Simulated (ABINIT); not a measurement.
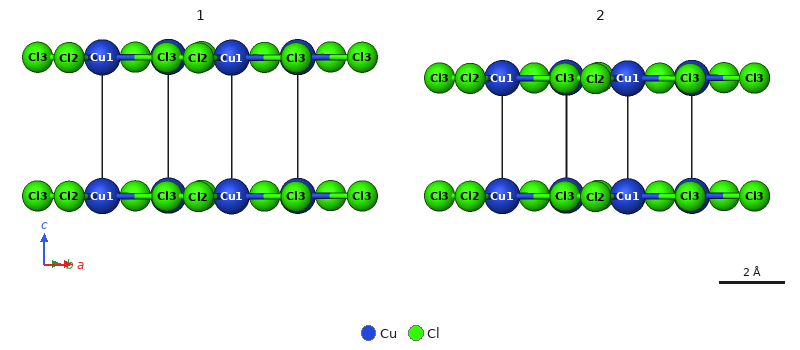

Two geometries of a crystal of CuCl$_{2}$ (set up in P4/mmm), drawn at one scale. One is the start of a relaxation, the other its converged end. The picture is a ball-and-stick view of the cell of the calculation, seen from a free direction.

Computed with ABINIT, Kohn-Sham DFT of a periodic cell, LDA, PseudoDojo NC SR LDA v0.4.1 standard. Settings: plane-wave cutoff 1252 eV; k-point mesh 4 × 4 × 4; occupations fermi-dirac; smearing width 0.05 eV; no spin polarisation.

Q: Which geometry has the lower energy?

A: Structure 2 is the relaxed one. The run lets cell and atoms move. After 12 geometry steps the energy has fallen by 41.9 meV per atom. All forces vanish by symmetry, so only the cell relaxes. Pressure: −3.56 GPa at the start and 0.00 GPa at the end. No atom moves by more than 0.005 Å relative to the cell. The volume changes by −20.0 %, with a = b 4.521 → 4.385 Å (−3.0 %), c 4.318 → 3.671 Å (−15.0 %). Near-neighbour distances that change, for instance: Cu1–Cl2 2.260 → 2.193 Å. The space group stays P4/mmm (No. 123).

Limits of the set-up: an element that often carries a moment was run without spin polarisation; layers or molecules are held without a dispersion correction, so their spacing is unreliable.
